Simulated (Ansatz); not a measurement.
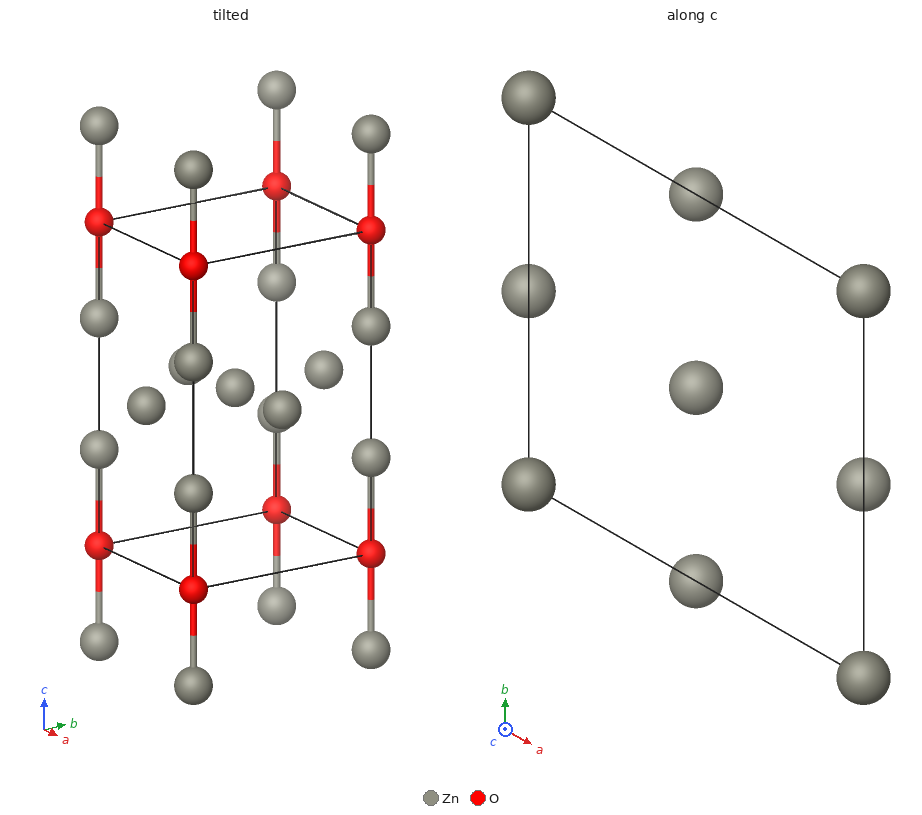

Ball-and-stick drawing of the structure, looking slightly off an axis and along the c axis. The wireframe shows the conventional unit cell. Finite groups of bonded atoms are drawn whole. Cell: a = 5.06 Å, b = 5.06 Å, c = 6.02 Å, α = 90.00°, β = 90.00°, γ = 120.00°.

Provenance: a random cell made by a generator, so it need not be a real form of the compound. Earlier steps of the study, as a rule a relaxation of our own, may have changed the cell and positions, so they can lie some per cent off the listed ones. It was run through Ansatz as a DFT input.

Question: Describe the arrangement of the atoms.

Answer: The solid is Zn$_{5}$O. The atoms follow space group P6/mmm (No. 191); the Bravais lattice is primitive hexagonal. Counting shared atoms by their share gives 5 Zn, 1 O, or 6 atoms. The O atoms are each bonded to two Zn in a linear arrangement at about 1.8 Å. Zn takes two kinds of site: 2e with one O at about 1.8 Å; 3g with no bonds drawn. Not all metal-metal contacts are counted. The bonds build separate Zn2O groups; some Zn atoms get no bond from the drawing's distance rule.

Computed with Ansatz 0.2.0, DFT PBE, scalar-relativistic, plane waves, PAW. Settings: plane-wave cutoff 420 eV, 12×12×6 k-mesh, Gaussian smearing of 0.1 eV, no spin polarisation.

Question: What does the calculation say: metal or gapped?

Answer: A metal: bands cross the Fermi level.

Question: Predict the Bader charges.

Answer: Zn +0.02 to +0.54 e; O -1.13 e.

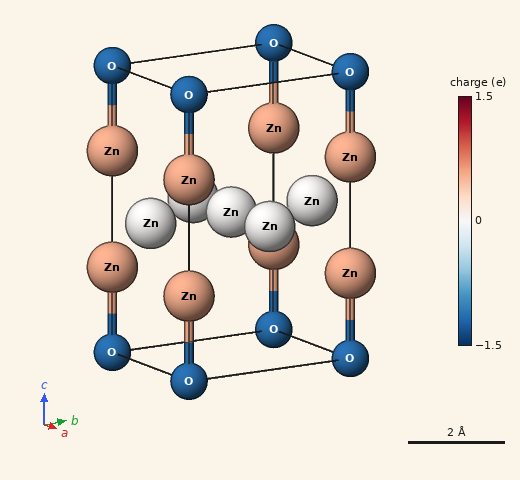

The atoms coloured by those charges. The run's cell of 6 atoms is drawn.

Question: Is the structure relaxed at this level of theory?

Answer: Yes. All forces vanish to within 0.01 eV/Å. The pressure is 0.0 GPa, close to zero.
